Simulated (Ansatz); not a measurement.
## A series of single points on MoSi2

System: MoSi2 (3 atoms in the cell).
Method: Kohn-Sham DFT of a periodic cell, PBE, Ansatz PAW, no spin polarisation (Ansatz 0.2.0).

The 5 runs differ only in the geometry, by an even scaling of the cell at fixed fractional positions. The structure derives from an entry of the Crystallography Open Database.

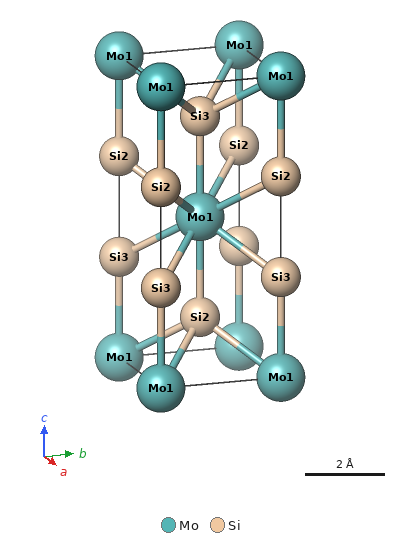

Figure 1. The structure of run 3 (ball-and-stick view of the cell 2 times as large as that of the calculation, set on its symmetry axes, seen slightly off an axis; atoms are numbered from 1 in the order of the input).

**Input of run 3**
```yaml
crystal:
  lattice:
    - [-1.6105963353, 1.6105963353, 3.9565305599]
    - [1.6105963353, -1.6105963353, 3.9565305599]
    - [1.6105963353, 1.6105963353, -3.9565305599]
  atoms:
    - { symbol: Mo, position: [0.0, 0.0, 0.0] }
    - { symbol: Si, position: [0.667, 0.667, 0.0] }
    - { symbol: Si, position: [0.333, 0.333, 0.0] }
hamiltonian:
  xc: pbe
  pseudopotentials: { kind: paw }
kpoints:
  mp_grid: { grid: [12, 12, 12] }
scf:
  occupations: { method: fermi_dirac, width: 0.05 }
output:
  forces: true
  stress: true
  eigenvalues: true
```

Command:
```bash
ansatz run input.yaml --threads 2 --pin off --max-ram 5120MiB --backend cpu --events-out ev --progress --plain --runs-dir out
```

Lattice vectors (Å) and fractional positions of run 3:
```
  -1.610596    1.610596    3.956531
   1.610596   -1.610596    3.956531
   1.610596    1.610596   -3.956531
Mo  0.000000  0.000000  0.000000
Si  0.667000  0.667000  0.000000
Si  0.333000  0.333000  0.000000
```

Run 4 differs from it as follows:
```diff
-    - [-1.6105963353, 1.6105963353, 3.9565305599]
-    - [1.6105963353, -1.6105963353, 3.9565305599]
-    - [1.6105963353, 1.6105963353, -3.9565305599]
+    - [-1.6210550461, 1.6210550461, 3.9822230367]
+    - [1.6210550461, -1.6210550461, 3.9822230367]
+    - [1.6210550461, 1.6210550461, -3.9822230367]
```

**Results, with one run withheld**

| run | volume per atom (Å³) | free energy per atom, from the lowest run given (meV) | pressure (GPa) |
| --- | --- | --- | --- |
| 1 | 13.148 | 7.76 | 6.84 |
| 2 | 13.416 | 0.23 | 2.24 |
| 3 | 13.684 | 0.00 | −1.90 |
| 4 | 13.953 | ? | ? |
| 5 | 14.221 | 18.56 | −8.93 |

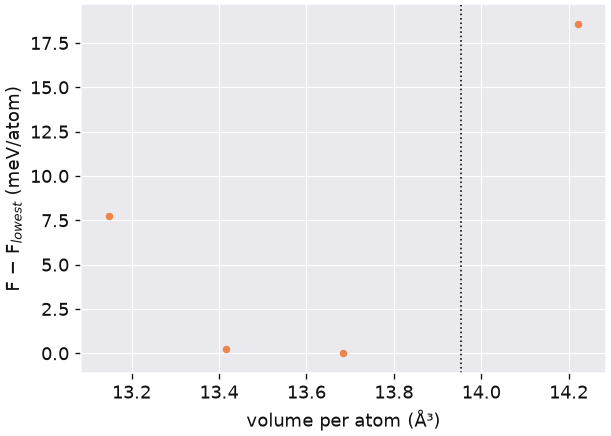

Figure 2. Free energy per atom of the runs given; the dotted line marks run 4.

Estimate the energy of run 4 from the others.

A quadratic polynomial in V^(−2/3) (the Birch–Murnaghan form), fitted to the 4 runs given, misses them by at most 0.02 meV per atom. With x = V^(−2/3) − 0.17545 Å⁻², it reads F = −0.63797 − 528.38 x + 6.3861e+05 x² (meV per atom). At run 4 it gives 6.31 meV per atom, and the run itself gives 6.34. The slope of the fit gives a pressure −dF/dV of −5.61 GPa there, and the run prints −5.60 GPa. The fit has its minimum at 13.559 Å³ per atom, where V d²F/dV² gives 207 GPa. Cell shape and fractional positions are held, so this is the stiffness under even scaling; the relaxed bulk modulus wasn't computed.

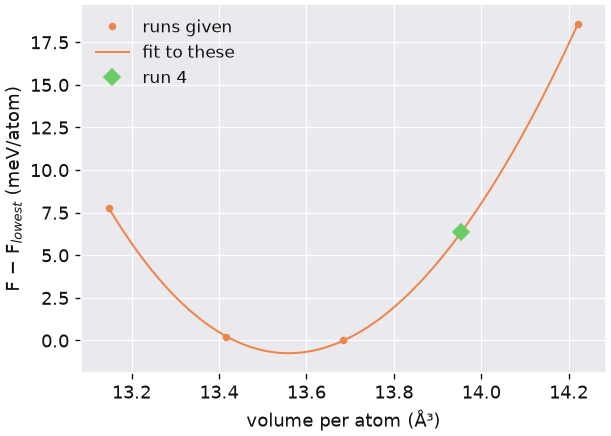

Figure 3. The fit and the withheld run.

**Output, shortened to warnings, some set-up lines, iterations and results (run 4)**
```
Basis set: ecut = 420 eV, 849 PW (Γ), FFT grids on a1+a3, a2+a3, a3, exchange–correlation on 48×48×64 points (8 copies of the dense FFT grid, shifted against one another)
Symmetry: 16 space group operations
k-points: 163 of 1728
Initial density: superposition of atomic densities (neutral atoms: chi_scale 0, normalization atom), corrected by the library's trained network
[...]
SCF iter   1: F=—  HF=-6229.100271 eV  |F-HF|=—  |Δ(HF+E_count)|=         —  Δρ=4.57e-3  dr2=7.67e-3  ethr=1.77e-3  ⟨swp⟩=5.4  Hψ=13918  notcnv=0
SCF iter   2: F=—  HF=-6229.099052 eV  |F-HF|=—  |Δ(HF+E_count)|=   1.22e-3  Δρ=1.77e-3  dr2=4.29e-4  ethr=3.49e-5  ⟨swp⟩=2.1  Hψ=4845  notcnv=0
SCF iter   3: F=—  HF=-6229.099206 eV  |F-HF|=—  |Δ(HF+E_count)|=   1.54e-4  Δρ=6.69e-4  dr2=5.05e-5  ethr=1.95e-6  ⟨swp⟩=2.1  Hψ=3316  notcnv=0
SCF iter   4: F=—  HF=-6229.099239 eV  |F-HF|=—  |Δ(HF+E_count)|=   3.35e-5  Δρ=1.02e-4  dr2=1.09e-6  ethr=2.29e-7  ⟨swp⟩=2.0  Hψ=3900  notcnv=0
SCF iter   5: F=-6229.099241 eV  HF=-6229.099241 eV  |F-HF|=6.66e-9  |Δ(HF+E_count)|=   1.26e-6  Δρ=8.38e-6  dr2=1.91e-8  ethr=4.96e-9  ⟨swp⟩=2.3  Hψ=4272  notcnv=0
SCF iter   6: F=-6229.099241 eV  HF=-6229.099241 eV  |F-HF|=4.24e-10  |Δ(HF+E_count)|=   3.12e-9  Δρ=2.17e-6  dr2=4.44e-10  ethr=8.68e-11  ⟨swp⟩=2.0  Hψ=7775  notcnv=0
SCF 1 converged in 6 iterations: F = -6229.099241 eV  dr2 = 4.44e-10
SCF converged after 6 iterations
Free energy (F): -6229.099241 eV
Harris-Foulkes:  -6229.099241 eV  (|F-HF|=4.24e-10)
Internal energy: -6229.096804 eV  (E = F + TS)
E sigma→0 (E₀):  -6229.098022 eV
Entropy (-TS):   -0.002437 eV (-0.812 meV/atom)
Fermi energy:    15.267001 eV
--- Per-component energies (eV) ---
  E_band       = -60.914136
  E_kinetic    = 527.596200
  E_local      = -1174.752894  (includes V_loc(G=0)·N_el)
  E_nonlocal   = 192.114113
  E_hartree    = 434.854866
  E_xc         = -297.077796
  E_vxc        = -326.967425  (∫ρ·V_xc dr)
  E_paw        = -4226.487371  (= ΣΔE_a)
  E_vpaw       = -148.614118  (= ΣTr[D̂ρ^β])
  E_aug_tail   = 0.000073  (compensation charges beyond the density's cutoff)
  E_ewald      = -1685.343996
  E_smearing   = -0.002437  (= −TS)
  E_closure    = -0.000000  (closes the sum)
  Σ components = -6229.099241   (vs F -6229.099241, Δ=0.00e0)
--- Forces (eV/Å), atoms counted from 1 ---
  atom   1  Mo     0.00000000     0.00000000     0.00000000
  atom   2  Si    -0.00000000    -0.00000000    -0.33786297
  atom   3  Si     0.00000000    -0.00000000     0.33786297
  max |Σ_I F_I| component: 5.55e-17 eV/Å
--- Stress (GPa, compression-positive) ---
       -4.894746       0.000000       0.000000
        0.000000      -4.894746       0.000000
        0.000000       0.000000      -7.022765
  P = ⅓ Tr σ = -5.6041 GPa (-56.041 kbar)
```
